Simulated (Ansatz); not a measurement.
# Geometry relaxation, with input and output: Al₃GaN₄ (part 1 of 2)

System: Al₃GaN₄ (8 atoms in the cell).
Method: DFT r2SCAN, scalar-relativistic, plane waves, PAW, no spin polarisation (Ansatz 0.2.0).

The structure derives from a Materials Project entry. Figures and captions count atoms from 1; the log counts them from 0 in places.

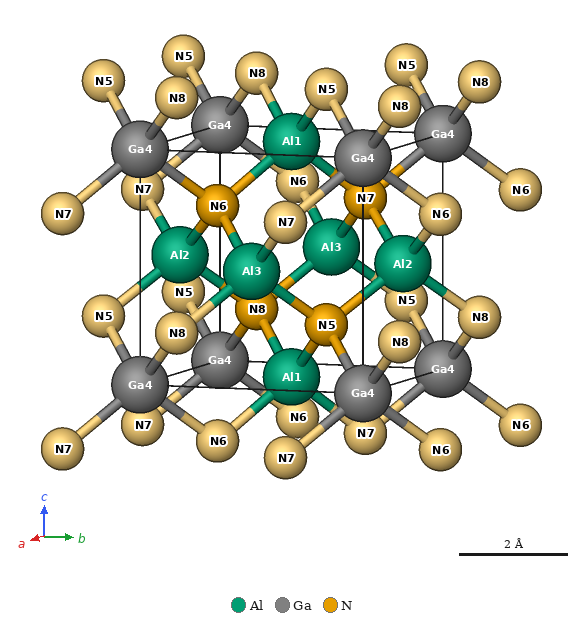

The starting structure (ball-and-stick view of the cell of the calculation, seen slightly off an axis; neighbours outside the cell are drawn fainter; atoms are numbered from 1 in the order of the input). An atom can appear more than once, as a periodic image. Near neighbours in the periodic cell (some may lie outside the picture): Al has 4 N at 1.89 Å; Ga has 4 N at 1.95 Å; N has 3 Al at 1.89 Å and 1 Ga at 1.95 Å.

## Key numbers

| quantity | value |
| --- | --- |
| outcome | converged |
| space group (tolerance 0.01 Å) | P-43m (215) |
| electrons treated | 42 |
| free energy | −6961.6845 eV |
| Fermi energy | 9.405 eV |
| gap on the k-point mesh | 4.01 eV |
| pressure | 0.00 GPa |
| final volume | 85.26 Å³ |
| largest force (length of the vector) at the end | under 0.001 eV/Å |
| final cell | a = 4.401 Å, b = 4.401 Å, c = 4.401 Å, α = 90.00°, β = 90.00°, γ = 90.00° |
| hardware | 2 threads of Intel Xeon @ 2.50GHz (Skylake/Cascade Lake), 189 GiB of memory available, shared host |
| wall time | 46 s (CPU time 87 s) |
| peak memory | 0.57 GiB |

## Input
```yaml
crystal:
  lattice:
    - [4.40143853, 0.0, 0.0]
    - [0.0, 4.40143853, 0.0]
    - [0.0, 0.0, 4.40143853]
  atoms:
    - { symbol: Al, position: [0.5, 0.5, 0.0] }
    - { symbol: Al, position: [0.5, 0.0, 0.5] }
    - { symbol: Al, position: [0.0, 0.5, 0.5] }
    - { symbol: Ga, position: [0.0, 0.0, 0.0] }
    - { symbol: "N", position: [0.74416343, 0.74416343, 0.25583657] }
    - { symbol: "N", position: [0.74416343, 0.25583657, 0.74416343] }
    - { symbol: "N", position: [0.25583657, 0.74416343, 0.74416343] }
    - { symbol: "N", position: [0.25583657, 0.25583657, 0.25583657] }
basis:
  ecutwfc: 500
kpoints:
  mp_grid: { grid: [6, 6, 6] }
hamiltonian:
  xc: r2scan
scf:
  occupations: { method: gaussian, width: 0.02 }
output:
  forces: true
  stress: true
  eigenvalues: true
  write_density: true
  write_potential: true
  elf: true
  volumetric_format: npy
relax:
  adjacent_minimum: "off"
  f_tol: 0.005
  max_steps: 80
  cell: { stress_tol: 0.05 }
```

Launched with:
```bash
ansatz run input.yaml --threads 2 --pin off --max-ram 5120MiB --backend cpu --events-out ev --progress --plain --runs-dir out
```

## Log
```
Engine: ansatz 0.2.0, x86_64-unknown-linux-gnu
Pseudopotentials: kind: paw
Pseudopotential: Al, paw, valence charge 3, recommended cutoff 500 eV (meta_gga), Al.paw.azcp
Pseudopotential: Ga, paw, valence charge 13, recommended cutoff 500 eV (meta_gga), Ga.paw.azcp
Pseudopotential: N, paw, valence charge 5, recommended cutoff 500 eV (meta_gga), N.paw.azcp
Functional definition: r2SCAN
  parameter k0 = 0.174
  parameter k1 = 0.065
  parameter a1 = 4.9479
  exchange = r2scan_x(k0 = k0, k1 = k1, a1 = a1)
  correlation = r2scan_c
Crystal: 8 atoms, lattice volume = 85.268 Å³
Basis set: ecut = 500 eV, 2109 PW (Γ), exchange–correlation on 144×144×144 points (64 copies of the dense FFT grid, shifted against one another)
Bands: 29, of which v1, the nominal top of the filled ones, is band 21 counted from 1 (20 counted from 0)
Symmetry: 24 space group operations
Space group: P-43m (ITA 215), of the structure as read, at distance tolerance 4.4e-5 Å
k-points: 20 of 216 (time reversal used)
Non-local potential: Al, projectors of the file, l = 0: 2, l = 1: 2, l = 2: 1
Non-local potential: Ga, projectors of the file, l = 0: 2, l = 1: 2, l = 2: 3, l = 3: 1
Non-local potential: N, projectors of the file, l = 0: 2, l = 1: 2, l = 2: 1
PAW form: soft (Blöchl's): semilocal exchange-correlation on the pseudo side does not see the compensation charge
PAW frozen core: Al, regenerated for the run's functional (the file was generated under x = pbe(κ = 0.804, μ = 0.2195149727645171), c = pbe(β = 0.06672455060314922))
PAW frozen core: Ga, regenerated for the run's functional (the file was generated under x = pbe(κ = 0.804, μ = 0.2195149727645171), c = pbe(β = 0.06672455060314922))
PAW frozen core: N, regenerated for the run's functional (the file was generated under x = pbe(κ = 0.804, μ = 0.2195149727645171), c = pbe(β = 0.06672455060314922))
PAW one-centre angular grid: Al, 302 points (default); XC on 160 Gauss nodes
PAW one-centre angular grid: Ga, 590 points (default); XC on 160 Gauss nodes
PAW one-centre angular grid: N, 302 points (default); XC on 160 Gauss nodes
Initial density: superposition of atomic densities (neutral atoms: chi_scale 0, normalization atom), corrected by the library's trained network
Initial wavefunctions: pseudopotential atomic-orbital guess
Functional: x = r2scan, c = r2scan; τ floored in thin density (d = 2e-4 eV/Å³)
SCF iter   1: F=—  HF=-6961.442323 eV  |F-HF|=—  |Δ(HF+E_count)|=         —  Δρ=8.35e-3  dr2=4.60e-2  dr2_τ=5.60e-1  ethr=1.77e-3  ⟨swp⟩=7.8  Hψ=3004  notcnv=0
preconditioner: auto → Resta (q_TF=auto, 2.425 Å⁻¹)  ε∞=3.7  [insulator: Δε(μ)=4.011 eV  Ē_g=15.873 eV  σ=0.020 eV  W_gap=1.00  n_scr=18 (ndim 8)  ℏωp=26.1 eV  f_vac=0.000  D(μ)=0.00/eV (n_scr^D=0)  ε∞_Penn≈3.7]
SCF iter   2: F=—  HF=-6961.687120 eV  |F-HF|=—  |Δ(HF+E_count)|=   2.45e-1  Δρ=5.15e-3  dr2=1.80e-2  dr2_τ=3.61e-4  ethr=1.10e-4  ⟨swp⟩=3.0  Hψ=1334  notcnv=0  defer=73
SCF iter   3: F=—  HF=-6961.685099 eV  |F-HF|=—  |Δ(HF+E_count)|=   2.02e-3  Δρ=2.54e-3  dr2=2.60e-3  dr2_τ=2.88e-4  ethr=4.29e-5  ⟨swp⟩=2.0  Hψ=948  notcnv=0  defer=73
SCF iter   4: F=—  HF=-6961.684252 eV  |F-HF|=—  |Δ(HF+E_count)|=   8.46e-4  Δρ=4.06e-4  dr2=8.34e-5  dr2_τ=3.45e-5  ethr=6.20e-6  ⟨swp⟩=2.0  Hψ=999  notcnv=0  defer=73
SCF iter   5: F=—  HF=-6961.684268 eV  |F-HF|=—  |Δ(HF+E_count)|=   1.52e-5  Δρ=1.27e-4  dr2=1.31e-5  dr2_τ=5.09e-7  ethr=1.99e-7  ⟨swp⟩=3.0  Hψ=969  notcnv=0  defer=73
SCF iter   6: F=—  HF=-6961.684271 eV  |F-HF|=—  |Δ(HF+E_count)|=   3.04e-6  Δρ=5.00e-5  dr2=1.84e-6  dr2_τ=1.18e-7  ethr=3.11e-8  ⟨swp⟩=2.0  Hψ=917  notcnv=0  defer=73
SCF iter   7: F=-6961.684271 eV  HF=-6961.684271 eV  |F-HF|=1.38e-8  |Δ(HF+E_count)|=   1.86e-7  Δρ=5.78e-6  dr2=2.23e-8  dr2_τ=2.06e-9  ethr=2.38e-10  ⟨swp⟩=12.2  Hψ=4070  notcnv=0
SCF 1 converged in 7 iterations: F = -6961.684271 eV  dr2 = 2.23e-8
  greatest PAW one-centre occupation: 0.995 electrons in one spin orbital (limit 2), on the Ga atom at site 3 (counted from 0), in its partial waves of l = 2
relax step   1: F+E_penalty+E_count = -6961.68427053 eV  Δ(F+E_penalty+E_count) = +0.000e0 eV  max|allowed force component| = 3.335e-2 eV/Å  Δτ_max = 0.0000 Å  P = -0.030 GPa  Ω = 85.268 Å³  (7 SCF iters, dr2 threshold 1.00e-7 eV, accepted)
Crystal: 8 atoms, lattice volume = 85.256 Å³
Initial density: handed on by an earlier stage of this run
Initial wavefunctions: those handed on with the density
iter 1 solved again at ethr=9.00e-8 eV; its pass at ethr=3.10e-3 eV (dr2=3.78e-5 eV) is discarded
SCF iter   1: F=—  HF=-6961.684496 eV  |F-HF|=—  |Δ(HF+E_count)|=         —  Δρ=1.76e-4  dr2=4.11e-5  dr2_τ=1.56e-4  ethr=9.00e-8  ⟨swp⟩=2.0  Hψ=2594  notcnv=0
preconditioner: auto → Resta (q_TF=auto, 2.425 Å⁻¹)  ε∞=3.7  [insulator: Δε(μ)=4.009 eV  Ē_g=15.781 eV  σ=0.020 eV  W_gap=1.00  n_scr=18 (ndim 8)  ℏωp=26.1 eV  f_vac=0.000  D(μ)=0.00/eV (n_scr^D=0)  ε∞_Penn≈3.7]
SCF iter   2: F=—  HF=-6961.684492 eV  |F-HF|=—  |Δ(HF+E_count)|=   4.03e-6  Δρ=8.43e-5  dr2=8.69e-6  dr2_τ=1.48e-7  ethr=9.00e-8  ⟨swp⟩=2.5  Hψ=910  notcnv=0
SCF iter   3: F=—  HF=-6961.684490 eV  |F-HF|=—  |Δ(HF+E_count)|=   2.49e-6  Δρ=2.01e-5  dr2=2.18e-7  dr2_τ=1.65e-8  ethr=2.07e-8  ⟨swp⟩=2.0  Hψ=920  notcnv=0
SCF iter   4: F=-6961.684490 eV  HF=-6961.684490 eV  |F-HF|=3.57e-9  |Δ(HF+E_count)|=   1.43e-7  Δρ=7.83e-6  dr2=2.97e-8  dr2_τ=2.14e-9  ethr=1.65e-10  ⟨swp⟩=8.9  Hψ=3833  notcnv=0
SCF 2 converged in 4 iterations: F = -6961.684490 eV  dr2 = 2.97e-8
relax step   2: F+E_penalty+E_count = -6961.68448983 eV  Δ(F+E_penalty+E_count) = -2.193e-4 eV  max|allowed force component| = 1.396e-2 eV/Å  Δτ_max = 0.0013 Å  P = -0.000 GPa  Ω = 85.256 Å³  energy of the carried Pulay correction = +4.114e-6 eV  (4 SCF iters, dr2 threshold 6.95e-8 eV, accepted)
iter 1 solved again at ethr=4.58e-8 eV; its pass at ethr=3.10e-3 eV (dr2=1.92e-5 eV) is discarded
SCF iter   1: F=—  HF=-6961.684538 eV  |F-HF|=—  |Δ(HF+E_count)|=         —  Δρ=1.23e-4  dr2=2.10e-5  dr2_τ=8.05e-5  ethr=4.58e-8  ⟨swp⟩=2.0  Hψ=2593  notcnv=0
preconditioner: auto → Resta (q_TF=auto, 2.425 Å⁻¹)  ε∞=3.7  [insulator: Δε(μ)=4.007 eV  Ē_g=15.782 eV  σ=0.020 eV  W_gap=1.00  n_scr=18 (ndim 8)  ℏωp=26.1 eV  f_vac=0.000  D(μ)=0.00/eV (n_scr^D=0)  ε∞_Penn≈3.7]
SCF iter   2: F=—  HF=-6961.684535 eV  |F-HF|=—  |Δ(HF+E_count)|=   2.61e-6  Δρ=6.17e-5  dr2=4.74e-6  dr2_τ=5.59e-8  ethr=4.58e-8  ⟨swp⟩=2.5  Hψ=858  notcnv=0
SCF iter   3: F=—  HF=-6961.684535 eV  |F-HF|=—  |Δ(HF+E_count)|=   1.14e-7  Δρ=1.49e-5  dr2=1.09e-7  dr2_τ=5.95e-9  ethr=1.13e-8  ⟨swp⟩=2.0  Hψ=920  notcnv=0
SCF iter   4: F=—  HF=-6961.684535 eV  |F-HF|=—  |Δ(HF+E_count)|=   8.11e-8  Δρ=6.14e-6  dr2=1.86e-8  dr2_τ=8.51e-10  ethr=2.90e-11  ⟨swp⟩=8.6  Hψ=3667  notcnv=0
SCF iter   5: F=-6961.684535 eV  HF=-6961.684535 eV  |F-HF|=1.25e-10  |Δ(HF+E_count)|=   5.73e-9  Δρ=1.79e-6  dr2=2.34e-9  dr2_τ=1.36e-10  ethr=2.90e-11  ⟨swp⟩=6.0  Hψ=2712  notcnv=0
SCF 3 converged in 5 iterations: F = -6961.684535 eV  dr2 = 2.34e-9
relax step   3: F+E_penalty+E_count = -6961.68453506 eV  Δ(F+E_penalty+E_count) = -4.523e-5 eV  max|allowed force component| = 5.408e-5 eV/Å  Δτ_max = 0.0009 Å  P = +0.000 GPa  Ω = 85.256 Å³  energy of the carried Pulay correction = +4.053e-6 eV  (5 SCF iters, dr2 threshold 1.22e-8 eV, accepted)
Initial wavefunctions: pseudopotential atomic-orbital guess (no wavefunctions were taken with the density)
iter 1 solved again at ethr=4.37e-8 eV; its pass at ethr=3.10e-3 eV (dr2=1.84e-5 eV) is discarded
SCF iter   1: F=—  HF=-6961.684534 eV  |F-HF|=—  |Δ(HF+E_count)|=         —  Δρ=1.73e-6  dr2=2.33e-9  dr2_τ=1.41e-10  ethr=4.37e-8  ⟨swp⟩=3.1  Hψ=4538  notcnv=0
eigensolver tolerance schedule: the retry pair's looser diagonalisation over-reported the residual by 7875.16 of it (diagonalisation noise at 0.12 of the residual, at the tolerance the schedule requests for it); recorded, not acted on — ethr = c·dr2/N_el stays at c = 1.0e-1
preconditioner: auto → Resta (q_TF=auto, 2.425 Å⁻¹)  ε∞=3.7  [insulator: Δε(μ)=4.007 eV  Ē_g=15.781 eV  σ=0.020 eV  W_gap=1.00  n_scr=18 (ndim 8)  ℏωp=26.1 eV  f_vac=0.000  D(μ)=0.00/eV (n_scr^D=0)  ε∞_Penn≈3.7]
SCF iter   2: F=—  HF=-6961.684535 eV  |F-HF|=—  |Δ(HF+E_count)|=   1.28e-6  Δρ=1.09e-6  dr2=9.00e-10  dr2_τ=1.63e-11  ethr=5.55e-12  ⟨swp⟩=2.2  Hψ=1021  notcnv=0
SCF iter   3: F=-6961.684535 eV  HF=-6961.684535 eV  |F-HF|=3.91e-11  |Δ(HF+E_count)|=  3.38e-10  Δρ=2.69e-7  dr2=5.38e-11  dr2_τ=9.62e-12  ethr=1.00e-12  ⟨swp⟩=5.3  Hψ=2938  notcnv=0
SCF 4 converged in 3 iterations: F = -6961.684535 eV  dr2 = 5.38e-11
relax step   4: F+E_penalty+E_count = -6961.68453506 eV  Δ(F+E_penalty+E_count) = -3.674e-10 eV  max|allowed force component| = 6.105e-5 eV/Å  Δτ_max = 0.0000 Å  P = +0.000 GPa  Ω = 85.256 Å³  stress off target by 2.54e-4 GPa  SCF on the basis re-selected at this cell (its energy is not comparable with the rows above)  (3 SCF iters)
```

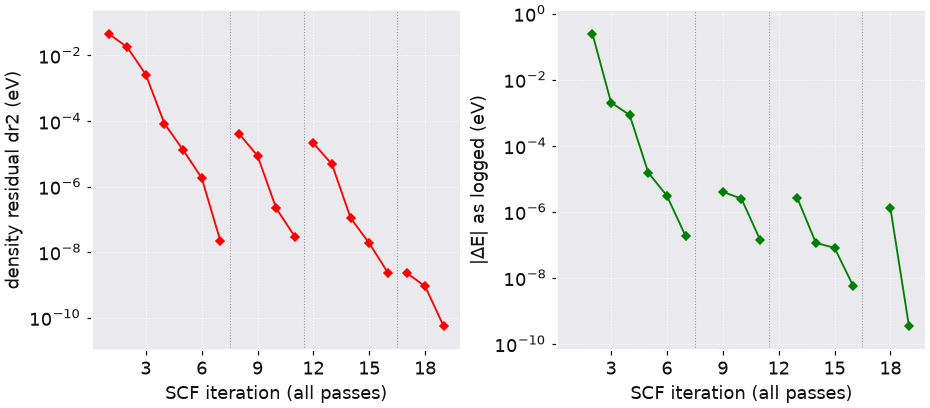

Convergence of the self-consistent field: density residual dr2 and size of the energy change against the SCF iteration. The dotted lines part the SCF passes of the relaxation: geometry steps, rejected trials and re-solves on a re-selected basis. The passes take 7, 4, 5 and 3 iterations.

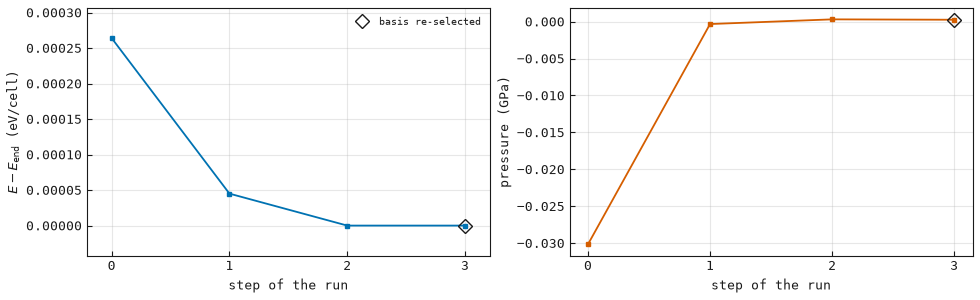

Progress of the relaxation, step by step (the first geometry is step 0 here and step 1 in the log). Over 2 geometry steps the energy falls by 0.3 meV per cell of the calculation. Largest force component: 0.033 eV/Å at the start, under 0.0001 eV/Å at the end. The pressure goes from −0.03 to 0.00 GPa. No atom moves by more than 0.005 Å. The lattice vectors keep their values. The space group stays P-43m (No. 215). A last SCF at the same geometry on a re-selected plane-wave basis shifts the energy by next to nothing (0.0 meV per cell of the calculation).
